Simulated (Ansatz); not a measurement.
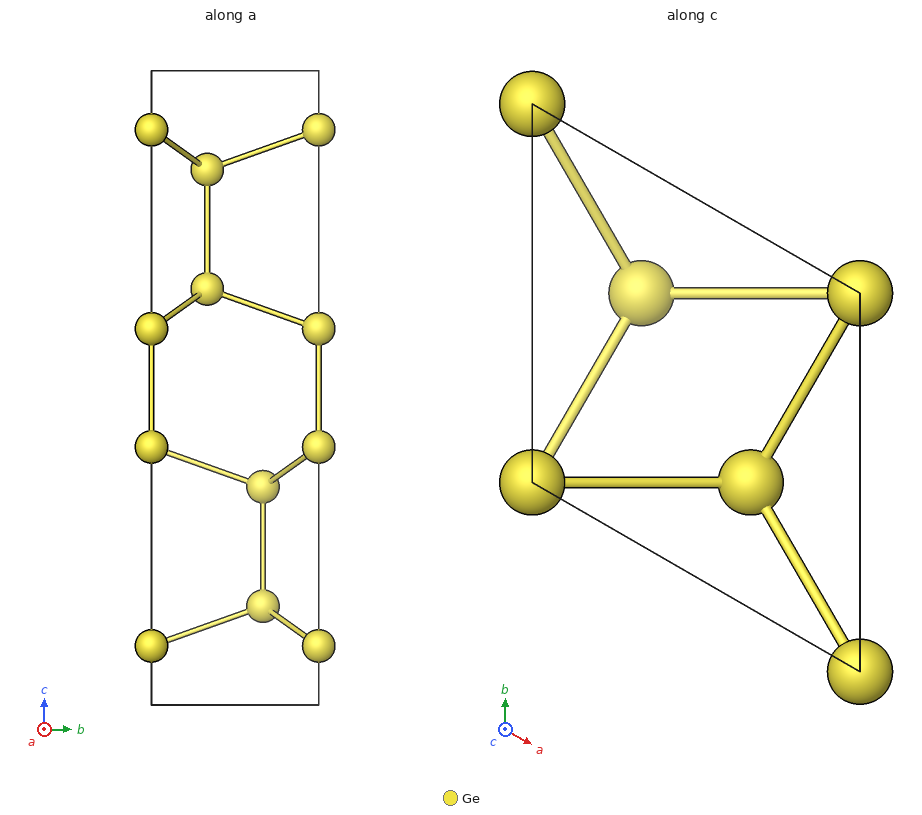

An orthographic ball-and-stick view of the structure, along the a axis and along the c axis. Thin lines show the conventional unit cell, with boundary atoms drawn in all their periodic places.

Ge, space group P6_3/mmc (No. 194), a = 4.00 Å, b = 4.00 Å, c = 13.15 Å, α = 90.00°, β = 90.00°, γ = 120.00°.

The calculation used Ansatz 0.2.0, DFT r2SCAN, scalar-relativistic, plane waves, PAW, with a plane-wave cutoff of 500 eV, a 12×12×4 grid in reciprocal space, Gaussian smearing of 0.03 eV, no spin polarisation.

### What does the calculation say: metal or gapped?

A semiconductor at this level, with a gap of 0.27 eV on the k-mesh (the true edges may lie between mesh points, so the gap can be somewhat smaller).

### Which way would the volume go on relaxing?

The computed pressure is 0.0 GPa, close to zero.

Its origin is a structure listed in the Materials Project. Earlier steps of the study, as a rule a relaxation of our own, may have changed the cell and positions, so they can lie some per cent off the listed ones. It went into a calculation with Ansatz.
